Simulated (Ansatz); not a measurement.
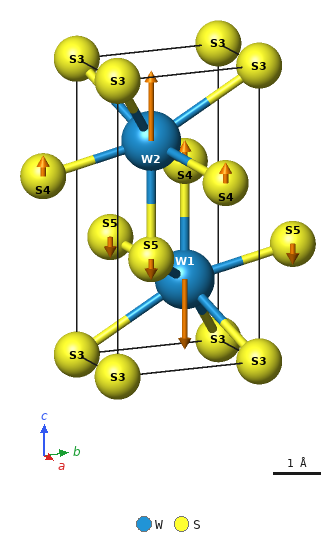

A relaxation of crystalline W2S3 (built on the A-type sesquioxide_164 type) (coarse preliminary run). The starting structure is drawn; orange arrows show the displacements (the part carried along by the change of the cell is left out), magnified 3 times.

Style: ball-and-stick. Shown: the cell of the calculation, from a free direction.

Case: A-type sesquioxide type (P-3m1, No. 164).

Computed with DFT PBE, scalar-relativistic, plane waves, PAW in Ansatz.

The input:
```yaml
crystal:
  lattice:
    - [4.1027200571, 0.0, 0.0]
    - [-2.0513600286, 3.5530597941, 0.0]
    - [0.0, 0.0, 6.3831659772]
  atoms:
    - { symbol: W, position: [0.3333333333, 0.6666666667, 0.245] }
    - { symbol: W, position: [0.6666666667, 0.3333333333, 0.755] }
    - { symbol: S, position: [0.0, 0.0, 0.0] }
    - { symbol: S, position: [0.3333333333, 0.6666666667, 0.645] }
    - { symbol: S, position: [0.6666666667, 0.3333333333, 0.355] }
basis:
  ecutwfc: 420
kpoints:
  mp_grid: { grid: [6, 6, 4] }
hamiltonian:
  xc: pbe
scf:
  occupations: { method: gaussian, width: 0.1 }
  lower_state_search: "off"
output:
  forces: true
  stress: true
  eigenvalues: true
relax:
  adjacent_minimum: "off"
  f_tol: 0.04
  max_steps: 70
  cell: { stress_tol: 0.4 }
```

Command:
```bash
ansatz run input.yaml --threads 1 --pin off --max-ram 2560MiB --backend cpu --events-out ev --progress --plain --runs-dir out
```

Atoms of which element are displaced furthest, and by how much?

Answer. Tungsten: up to 0.51 Å, against 0.15 Å for sulfur.

What did the optimiser do to the structure, and how much energy did it gain?

Answer. The energy falls by 1.987 eV per cell of the calculation in 9 accepted moves (11 points after the start). The largest force component goes from 0.47 to 0.0043 eV/Å. Pressure: −13.58 GPa at the start and −0.01 GPa at the end. The line search rejected the trial step at point 5 of the run. At 1 point the geometry stayed and the basis and grid were re-selected for the new cell (energy shift of 1.3 meV per cell of the calculation at most each time). The largest moves relative to the cell, 0.51 Å, are those of W1 and W2. W2 goes along +c. By element the largest moves are W 0.51 Å, S 0.15 Å. Cell: a = b 4.103 → 4.125 Å (+0.6 %), c 6.383 → 5.437 Å (−14.8 %). Volume −13.9 %. Some distances before and after: W1–S4 3.830 → 2.605 Å, W1–W2 3.923 → 2.898 Å, W1–S3 2.838 → 2.521 Å, W1–S4 (another image) 2.553 → 2.832 Å. New bonds form: W1–S4 (3.83 → 2.60 Å), W1–W2 (3.92 → 2.90 Å), W2–S5 (3.83 → 2.60 Å). Bond angles that change, for instance: W1–S3–W2 87.4° → 70.2°, W1–S3–W1 92.6° → 109.8°, W1–S4–W2 106.5° → 111.8°. The space group stays P-3m1 (No. 164).
